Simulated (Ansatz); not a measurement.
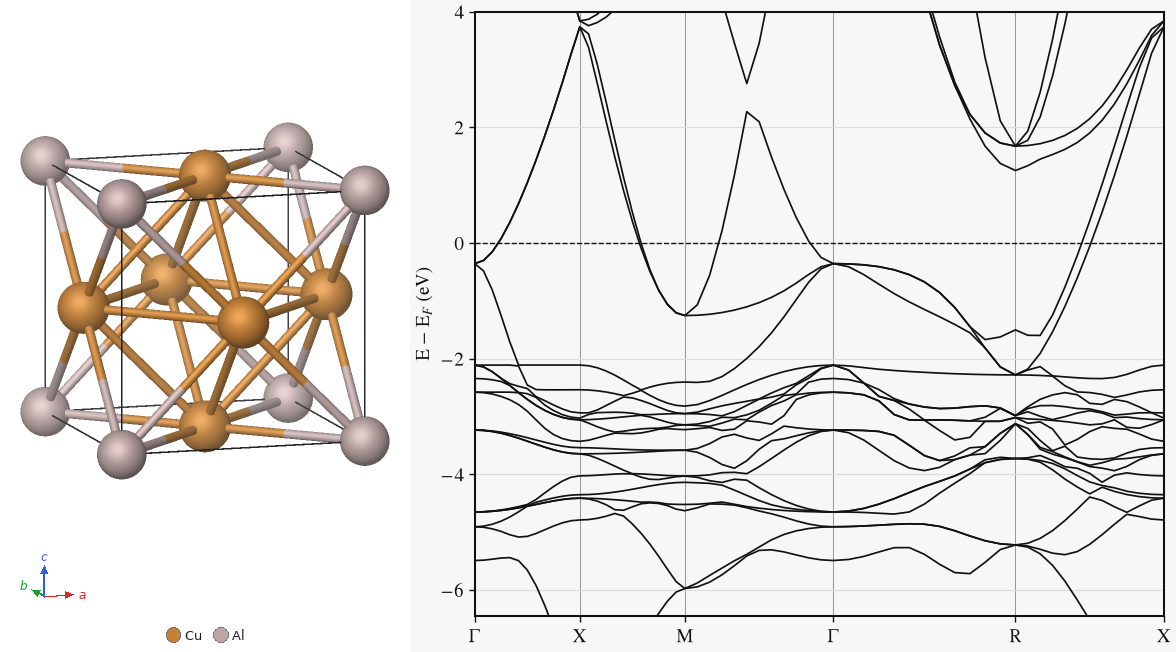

Band structure, beside the structure. Energies are counted from the Fermi level.

System: Cu3Al, space group Pm-3m, 4 atoms in the cell.

```cif
data_structure
_symmetry_space_group_name_H-M 'Pm-3m'
_symmetry_Int_Tables_number 221
_cell_length_a 3.6374
_cell_length_b 3.6374
_cell_length_c 3.6374
_cell_angle_alpha 90.000
_cell_angle_beta 90.000
_cell_angle_gamma 90.000
_cell_volume 48.12
loop_
_atom_site_label
_atom_site_type_symbol
_atom_site_symmetry_multiplicity
_atom_site_Wyckoff_symbol
_atom_site_fract_x
_atom_site_fract_y
_atom_site_fract_z
_atom_site_occupancy
Cu1 Cu 3 c 0.00000 0.50000 0.50000 1
Al1 Al 1 a 0.00000 0.00000 0.00000 1
```

Method: LDA, all-electron LAPW, no spin polarisation, no spin-orbit coupling, 7×7×7 k mesh, Fermi-Dirac smearing of 0.05 eV (Ansatz 0.2.0).

### Is there a gap at the Fermi level?

A metal: 2 bands cross the Fermi level along this path.

### On which lines of the path do bands cross the Fermi level?

Bands cross the Fermi level on Γ–X, X–M, M–Γ and R–X, and not on Γ–R.

The cell is at −6 GPa in this functional. The cell comes from a database of computed structures, and whether it is the stable form of this composition wasn't checked. Bands are joined in order of energy, so crossings between the computed points show as kinks or gaps.
